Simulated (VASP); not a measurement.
# KCl (Sylvite): convergence with the precision settings and SCF solver

Aim: find what the precision settings and SCF solver change for KCl (Sylvite), and what they cost. The series runs use PBE. The precision settings tried: PREC = Low; PREC = Medium; PREC = Normal; PREC = Single; PREC = Accurate; LREAL = Auto; ADDGRID = .TRUE.; LASPH = .TRUE.. The SCF solver tried: ALGO = Normal; ALGO = Fast; ALGO = VeryFast; ALGO = All; ALGO = Damped; AMIX = 0.1, BMIX = 0.01; AMIX = 0.8; IMIX = 1, AMIX = 0.2. The start is a cell from a database of measured crystal structures.

Main program and level: VASP 6.6.1; PBE; plane waves and PAW (K_sv, Cl).

## Step 1: The starting structure

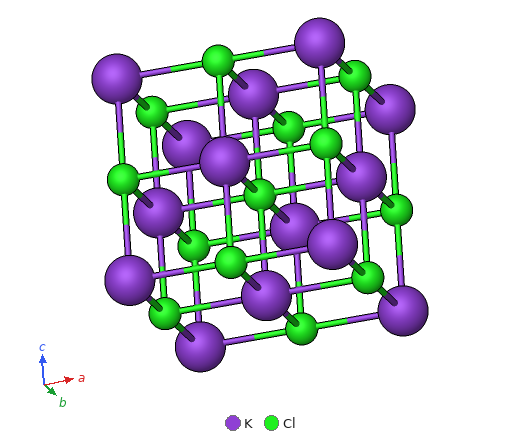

The cell as given, from a free direction (potassium purple, chlorine green). This picture shows the conventional cell, with its axes. Some periodic images of atoms are drawn too.

As a file:

```cif
data_structure
_symmetry_space_group_name_H-M 'Fm-3m'
_symmetry_Int_Tables_number 225
_cell_length_a 6.2929
_cell_length_b 6.2929
_cell_length_c 6.2929
_cell_angle_alpha 90.000
_cell_angle_beta 90.000
_cell_angle_gamma 90.000
_cell_volume 249.21
loop_
_atom_site_label
_atom_site_type_symbol
_atom_site_symmetry_multiplicity
_atom_site_Wyckoff_symbol
_atom_site_fract_x
_atom_site_fract_y
_atom_site_fract_z
_atom_site_occupancy
K1 K 4 a 0.00000 0.00000 0.00000 1
Cl1 Cl 4 b 0.50000 0.00000 0.00000 1
```

## Step 2: Precision settings: PREC = Low

PREC sets the FFT grids, and LREAL, ADDGRID and LASPH trade speed for accuracy. PBE, the usual starting point, adds the gradient of the density.

Input file INCAR:

```
SYSTEM = KCl
PREC = Low
ENCUT = 400
EDIFF = 1E-06
NELM = 100
ISMEAR = -1
SIGMA = 0.05
LREAL = .FALSE.
ALGO = Normal
GGA = PE
NBANDS = 14
LORBIT = 11
LWAVE = .FALSE.
LCHARG = .FALSE.
KPAR = 2
ISIF = 2
```

Input file POSCAR:

```
KCl
1.0
    0.0000000000      3.1464700000      3.1464700000
    3.1464700000      0.0000000000      3.1464700000
    3.1464700000      3.1464700000      0.0000000000
K Cl
1 1
Direct
    0.0000000000      0.0000000000      0.0000000000
    0.5000000000      0.5000000000      0.5000000000
```

Input file KPOINTS:

```
Automatic mesh
0
Gamma
6 6 6
0 0 0
```

Potentials, in the order of the species: K_sv and Cl (PBE family, release 64).

Started as:

```console
$ mpirun -np 2 vasp_std
```

The log of the run:

```text
[banner, memory and clock lines left out]
running    2 mpi-ranks, on    1 nodes
 distrk:  each k-point on    1 cores,    2 groups
 distr:  one band on    1 cores,    1 groups

 POSCAR found type information on POSCAR K Cl
 POSCAR found :  2 types and       2 ions
 LDA part: xc-table for (Slater+PW92), standard interpolation
 POSCAR, INCAR and KPOINTS ok, starting setup
 FFT: planning ... GRIDC
 FFT: planning ... GRID_SOFT
 FFT: planning ... GRID
 WAVECAR not read
 entering main loop
       N       E                     dE             d eps       ncg     rms          rms(c)
DAV:   1     0.913654802175E+02    0.91365E+02   -0.63666E+03   448   0.846E+02
DAV:   2    -0.184943750555E+01   -0.93215E+02   -0.88268E+02   592   0.235E+02
DAV:   3    -0.687658690538E+01   -0.50271E+01   -0.50039E+01   604   0.498E+01
DAV:   4    -0.709372957541E+01   -0.21714E+00   -0.21708E+00   706   0.889E+00
DAV:   5    -0.709497287153E+01   -0.12433E-02   -0.12433E-02   610   0.714E-01    0.333E+00
DAV:   6    -0.680492375457E+01    0.29005E+00   -0.46634E-01   526   0.348E+00    0.273E+00
DAV:   7    -0.678986671159E+01    0.15057E-01   -0.11343E-01   580   0.189E+00    0.157E+00
DAV:   8    -0.680228722411E+01   -0.12421E-01   -0.18077E-02   580   0.995E-01    0.179E-01
DAV:   9    -0.680306772854E+01   -0.78050E-03   -0.98404E-04   598   0.197E-01    0.102E-01
DAV:  10    -0.680370140418E+01   -0.63368E-03   -0.67117E-04   460   0.167E-01    0.195E-02
DAV:  11    -0.680370554443E+01   -0.41403E-05   -0.25605E-05   602   0.292E-02    0.830E-03
DAV:  12    -0.680370837687E+01   -0.28324E-05   -0.44597E-06   478   0.146E-02    0.151E-03
DAV:  13    -0.680370862676E+01   -0.24989E-06   -0.34822E-07   430   0.429E-03
   1 F= -.68037086E+01 E0= -.68037086E+01  d E =-.107247E-09
```

The job ended after 10 s (2 MPI ranks of AMD EPYC 7R43, shared host; peak memory 0.16 GiB).

The logs omit lines about the potential files and the build; timing stands in the text.

OUTCAR, selected parts (step 2):

```text
ion  position               nearest neighbor table
   1  0.000  0.000  0.000-   2 3.15   2 3.15   2 3.15   2 3.15   2 3.15   2 3.15
   2  0.500  0.500  0.500-   1 3.15   1 3.15   1 3.15   1 3.15   1 3.15   1 3.15

  LATTYP: Found a face centered cubic cell.
 ALAT       =     6.2929400000

 Subroutine GETGRP returns: Found 48 space group operations
 (whereof 48 operations were pure point group operations)

The static configuration has the point symmetry O_h .

 Found     16 irreducible k-points:

   k-points           NKPTS =     16   k-points in BZ     NKDIM =     16   number of bands    NBANDS=     14

   dimension x,y,z NGX =    24 NGY =   24 NGZ =   24
   dimension x,y,z NGXF=    24 NGYF=   24 NGZF=   24

   ENCUT  =  400.0 eV  29.40 Ry    5.42 a.u.   7.26  7.26  7.26*2*pi/ulx,y,z

   NELECT =      16.0000    total number of electrons

 k-points in reciprocal lattice and weights: Automatic mesh
   0.00000000  0.00000000  0.00000000       0.005
   0.16666667  0.00000000  0.00000000       0.037
   0.33333333  0.00000000  0.00000000       0.037
   0.50000000  0.00000000  0.00000000       0.019
   0.16666667  0.16666667  0.00000000       0.028
   0.33333333  0.16666667  0.00000000       0.111
   0.50000000  0.16666667  0.00000000       0.111
  -0.33333333  0.16666667  0.00000000       0.111
  -0.16666667  0.16666667  0.00000000       0.056
[...]
-0.33333333  0.33333333  0.16666667       0.111
  -0.33333333  0.50000000  0.16666667       0.056

 average (electrostatic) potential at core
       1 -36.3019       2 -94.3691

 E-fermi :  -0.7968

 k-point     1 :       0.0000    0.0000    0.0000
  band No.  band energies     occupation
    ...
      4     -12.5001      2.00000
      5     -12.5001      2.00000
      6      -1.8410      2.00000
      7      -1.8409      2.00000
      8      -1.8409      2.00000
      9       3.3457      0.00000
     10       6.5394      0.00000
     11       6.5394      0.00000
     12       6.5394      0.00000
     13       7.4166      0.00000
    ...

 k-point     2 :       0.1667    0.0000    0.0000
  band No.  band energies     occupation
    ...
      4     -12.5025      2.00000
      5     -12.4353      2.00000
      6      -2.1549      2.00000
      7      -1.9265      2.00000
      8      -1.9265      2.00000
      9       3.9807      0.00000
     10       6.3684      0.00000
     11       6.8837      0.00000
     12       6.8837      0.00000
     13       7.7885      0.00000
    ...

 k-point     3 :       0.3333    0.0000    0.0000
  band No.  band energies     occupation
    ...
      4     -12.5071      2.00000
      5     -12.3156      2.00000
      6      -2.6717      2.00000
      7      -2.0885      2.00000
      8      -2.0885      2.00000
      9       5.2103      0.00000
     10       6.4295      0.00000
     11       7.8177      0.00000
     12       7.8177      0.00000
     13       8.7313      0.00000
    ...

  Total        0.3133175      0.3133175      0.3133175      0.0000000      0.0000000      0.0000000
  in kB        8.0573913      8.0573913      8.0573913      0.0000000      0.0000000      0.0000000
  external PRESSURE =       8.0573913 kB  Pullay stress =       0.0000000 kB

  energy-cutoff  :      400.00
  volume of cell :       62.30
      direct lattice vectors                 reciprocal lattice vectors
     0.000000000  3.146470000  3.146470000    -0.158908237  0.158908237  0.158908237
     3.146470000  0.000000000  3.146470000     0.158908237 -0.158908237  0.158908237
     3.146470000  3.146470000  0.000000000     0.158908237  0.158908237 -0.158908237

 POSITION                                       TOTAL-FORCE (eV/Angst)
 -----------------------------------------------------------------------------------
      0.00000      0.00000      0.00000        -0.000000     -0.000000      0.000000
      3.14647      3.14647      3.14647         0.000000      0.000000     -0.000000
 -----------------------------------------------------------------------------------
    total drift:                               -0.000000     -0.000000      0.000000

  FREE ENERGIE OF THE ION-ELECTRON SYSTEM (eV)
  ---------------------------------------------------
  free  energy   TOTEN  =        -6.8037086268 eV

  energy  without entropy=       -6.8037086266  energy(sigma->0) =       -6.80370863

 total charge
# of ion       s       p       d       tot
------------------------------------------
    1        1.957   5.581   0.025   7.563
    2        1.588   3.569   0.000   5.157
--------------------------------------------------
tot          3.545   9.150   0.025  12.721

[... 3 further parts left out ...]
```

The gap is read on the k-mesh alone, so it is an upper bound where the band edges lie off the mesh.

This step gave:

- SCF cycles: 13
- electrons: 16
- bands: 14
- irreducible k-points: 16
- symmetry operations: 48
- free energy (TOTEN): -6.804 eV
- Fermi energy: -0.7968 eV
- pressure: 0.8057 GPa
- metallic: no
- valence top at k: 0, 0, 0
- conduction bottom at k: 0, 0, 0
- least direct gap at k: 0, 0, 0
- gap on the k-mesh: 5.187 eV
- least direct gap on the k-mesh: 5.187 eV

The series starts at -3.4019 eV an atom and 0.81 GPa, after 13 cycles in 10 s.

## Step 3: Precision settings: PREC = Medium

INCAR: that of step 2 with these lines changed.

```diff
@@ -1,3 +1,3 @@
 SYSTEM = KCl
-PREC = Low
+PREC = Medium
 ENCUT = 400
```

POSCAR is that of step 2.

KPOINTS is that of step 2.

Started as:

```console
$ mpirun -np 2 vasp_std
```

The log of the run:

```text
[... set-up lines as in an earlier step ...]
 entering main loop
       N       E                     dE             d eps       ncg     rms          rms(c)
DAV:   1     0.913652252440E+02    0.91365E+02   -0.63666E+03   448   0.846E+02
DAV:   2    -0.185001578643E+01   -0.93215E+02   -0.88268E+02   592   0.235E+02
DAV:   3    -0.687720822495E+01   -0.50272E+01   -0.50040E+01   604   0.498E+01
DAV:   4    -0.709435907641E+01   -0.21715E+00   -0.21709E+00   706   0.889E+00
[...]
DAV:  11    -0.680382213467E+01   -0.40047E-05   -0.25665E-05   602   0.292E-02    0.829E-03
DAV:  12    -0.680382482184E+01   -0.26872E-05   -0.44318E-06   478   0.146E-02    0.143E-03
DAV:  13    -0.680382504450E+01   -0.22266E-06   -0.34682E-07   430   0.426E-03
   1 F= -.68038250E+01 E0= -.68038250E+01  d E =-.109272E-09
```

Run time: 9.2 s. Hardware: 2 MPI ranks; peak memory 0.15 GiB.

OUTCAR, selected parts (step 3):

```text
  Total        0.3062643      0.3062643      0.3062643     -0.0000000      0.0000000     -0.0000000
  in kB        7.8760086      7.8760086      7.8760086     -0.0000000      0.0000000     -0.0000000
  external PRESSURE =       7.8760086 kB  Pullay stress =       0.0000000 kB

 POSITION                                       TOTAL-FORCE (eV/Angst)
 -----------------------------------------------------------------------------------
      0.00000      0.00000      0.00000        -0.000000      0.000000     -0.000000
      3.14647      3.14647      3.14647         0.000000     -0.000000      0.000000
 -----------------------------------------------------------------------------------
    total drift:                                0.000000      0.000000      0.000000

  FREE ENERGIE OF THE ION-ELECTRON SYSTEM (eV)
  ---------------------------------------------------
  free  energy   TOTEN  =        -6.8038250445 eV

  energy  without entropy=       -6.8038250444  energy(sigma->0) =       -6.80382504

[... 2 parts as in an earlier step ...]

[... 1 further part left out ...]
[key lines of the parts left out:]
E-fermi :  -0.7978
```

Against the first of the series the energy moves by -0.06 meV an atom and the pressure by -0.02 GPa, after 13 cycles in 9.2 s.

## Step 4: Precision settings: PREC = Normal

INCAR: that of step 3 with these lines changed.

```diff
@@ -1,3 +1,3 @@
 SYSTEM = KCl
-PREC = Medium
+PREC = Normal
 ENCUT = 400
```

POSCAR is that of step 3.

KPOINTS is that of step 3.

Started as:

```console
$ mpirun -np 2 vasp_std
```

The log of the run:

```text
[... set-up lines as in an earlier step ...]
 entering main loop
       N       E                     dE             d eps       ncg     rms          rms(c)
DAV:   1     0.913653369325E+02    0.91365E+02   -0.63666E+03   448   0.846E+02
DAV:   2    -0.184970352619E+01   -0.93215E+02   -0.88268E+02   592   0.235E+02
DAV:   3    -0.687690561239E+01   -0.50272E+01   -0.50040E+01   604   0.498E+01
DAV:   4    -0.709405892318E+01   -0.21715E+00   -0.21709E+00   706   0.889E+00
[...]
DAV:  11    -0.680355719256E+01   -0.40448E-05   -0.25714E-05   602   0.293E-02    0.833E-03
DAV:  12    -0.680355988214E+01   -0.26896E-05   -0.44352E-06   478   0.146E-02    0.143E-03
DAV:  13    -0.680356011124E+01   -0.22910E-06   -0.34922E-07   430   0.427E-03
   1 F= -.68035601E+01 E0= -.68035601E+01  d E =-.109012E-09
```

Wall time 13 s (2 MPI ranks); peak memory 0.2 GiB; 22 s of CPU time.

OUTCAR, selected parts (step 4):

```text
  Total        0.3055272      0.3055272      0.3055272      0.0000000      0.0000000      0.0000000
  in kB        7.8570529      7.8570529      7.8570529      0.0000000      0.0000000      0.0000000
  external PRESSURE =       7.8570529 kB  Pullay stress =       0.0000000 kB

 POSITION                                       TOTAL-FORCE (eV/Angst)
 -----------------------------------------------------------------------------------
      0.00000      0.00000      0.00000         0.000000     -0.000000      0.000000
      3.14647      3.14647      3.14647        -0.000000      0.000000     -0.000000
 -----------------------------------------------------------------------------------
    total drift:                                0.000000     -0.000000     -0.000000

  FREE ENERGIE OF THE ION-ELECTRON SYSTEM (eV)
  ---------------------------------------------------
  free  energy   TOTEN  =        -6.8035601112 eV

  energy  without entropy=       -6.8035601111  energy(sigma->0) =       -6.80356011

[... 2 parts as in an earlier step ...]

[... 1 further part left out ...]
[key lines of the parts left out:]
E-fermi :  -0.7977
```

Against the first of the series the energy moves by +0.07 meV an atom and the pressure by -0.02 GPa, after 13 cycles in 13 s.

## Step 5: Precision settings: PREC = Single

INCAR: that of step 4 with these lines changed.

```diff
@@ -1,3 +1,3 @@
 SYSTEM = KCl
-PREC = Normal
+PREC = Single
 ENCUT = 400
```

POSCAR is that of step 4.

KPOINTS is that of step 4.

Started as:

```console
$ mpirun -np 2 vasp_std
```

The log of the run:

```text
[... set-up lines as in an earlier step ...]
 entering main loop
       N       E                     dE             d eps       ncg     rms          rms(c)
DAV:   1     0.913652419549E+02    0.91365E+02   -0.63666E+03   448   0.846E+02
DAV:   2    -0.185001849894E+01   -0.93215E+02   -0.88268E+02   592   0.235E+02
DAV:   3    -0.687721052121E+01   -0.50272E+01   -0.50040E+01   604   0.498E+01
DAV:   4    -0.709435969884E+01   -0.21715E+00   -0.21709E+00   706   0.889E+00
[...]
DAV:  11    -0.680382228446E+01   -0.40093E-05   -0.25665E-05   602   0.292E-02    0.829E-03
DAV:  12    -0.680382497481E+01   -0.26904E-05   -0.44319E-06   478   0.146E-02    0.143E-03
DAV:  13    -0.680382519819E+01   -0.22338E-06   -0.34678E-07   430   0.426E-03
   1 F= -.68038252E+01 E0= -.68038252E+01  d E =-.109275E-09
```

It took 17 s on 2 MPI ranks; peak memory 0.18 GiB.

From OUTCAR (step 5):

```text
  Total        0.3062626      0.3062626      0.3062626      0.0000000      0.0000000     -0.0000000
  in kB        7.8759647      7.8759647      7.8759647      0.0000000      0.0000000     -0.0000000
  external PRESSURE =       7.8759647 kB  Pullay stress =       0.0000000 kB

 POSITION                                       TOTAL-FORCE (eV/Angst)
 -----------------------------------------------------------------------------------
      0.00000      0.00000      0.00000        -0.000000      0.000000      0.000000
      3.14647      3.14647      3.14647         0.000000     -0.000000     -0.000000
 -----------------------------------------------------------------------------------
    total drift:                                0.000000      0.000000      0.000000

  FREE ENERGIE OF THE ION-ELECTRON SYSTEM (eV)
  ---------------------------------------------------
  free  energy   TOTEN  =        -6.8038251982 eV

  energy  without entropy=       -6.8038251981  energy(sigma->0) =       -6.80382520

[... 2 parts as in an earlier step ...]

[... 1 further part left out ...]
[key lines of the parts left out:]
E-fermi :  -0.7978
```

Against the first of the series the energy moves by -0.06 meV an atom and the pressure by -0.02 GPa, after 13 cycles in 17 s.

## Step 6: Precision settings: PREC = Accurate

INCAR: that of step 5 with these lines changed.

```diff
@@ -1,3 +1,3 @@
 SYSTEM = KCl
-PREC = Single
+PREC = Accurate
 ENCUT = 400
```

POSCAR is that of step 5.

KPOINTS is that of step 5.

Started as:

```console
$ mpirun -np 2 vasp_std
```

The log of the run:

```text
[... set-up lines as in an earlier step ...]
 entering main loop
       N       E                     dE             d eps       ncg     rms          rms(c)
DAV:   1     0.913653306084E+02    0.91365E+02   -0.63666E+03   448   0.846E+02
DAV:   2    -0.184974048443E+01   -0.93215E+02   -0.88268E+02   592   0.235E+02
DAV:   3    -0.687694290311E+01   -0.50272E+01   -0.50040E+01   604   0.498E+01
DAV:   4    -0.709409401798E+01   -0.21715E+00   -0.21709E+00   706   0.889E+00
[...]
DAV:  11    -0.680358699159E+01   -0.40539E-05   -0.25715E-05   602   0.293E-02    0.833E-03
DAV:  12    -0.680358968882E+01   -0.26972E-05   -0.44363E-06   478   0.146E-02    0.143E-03
DAV:  13    -0.680358991960E+01   -0.23077E-06   -0.34926E-07   430   0.427E-03
   1 F= -.68035899E+01 E0= -.68035899E+01  d E =-.109020E-09
```

The job ended after 18 s (2 MPI ranks; peak memory 0.24 GiB; 33 s of CPU time).

Parts of OUTCAR (step 6):

```text
  Total        0.3056415      0.3056415      0.3056415     -0.0000000     -0.0000000     -0.0000000
  in kB        7.8599935      7.8599935      7.8599935     -0.0000000     -0.0000000     -0.0000000
  external PRESSURE =       7.8599935 kB  Pullay stress =       0.0000000 kB

 POSITION                                       TOTAL-FORCE (eV/Angst)
 -----------------------------------------------------------------------------------
      0.00000      0.00000      0.00000         0.000000      0.000000      0.000000
      3.14647      3.14647      3.14647        -0.000000     -0.000000     -0.000000
 -----------------------------------------------------------------------------------
    total drift:                                0.000000      0.000000      0.000000

  FREE ENERGIE OF THE ION-ELECTRON SYSTEM (eV)
  ---------------------------------------------------
  free  energy   TOTEN  =        -6.8035899196 eV

  energy  without entropy=       -6.8035899195  energy(sigma->0) =       -6.80358992

[... 2 parts as in an earlier step ...]

[... 1 further part left out ...]
[key lines of the parts left out:]
E-fermi :  -0.7977
```

Against the first of the series the energy moves by +0.06 meV an atom and the pressure by -0.02 GPa, after 13 cycles in 18 s.

(Part 1 of 3 ends here.)

[Lines on the potential files, build, host, timing and source positions are cut from VASP's logs without a mark.]

[Logs are printed without paths, hosts, clocks, repeated set-up lines and the standing remarks that a program may print on its own settings, such as how far it seeks lower states.]

[Hosts, paths, dates, database ids (printed as entryN), source tags and the programs' standing remarks are cut or masked in the printed files.]

[A measured line is paired with the nearest computed mode of its activity, which favours agreement.]
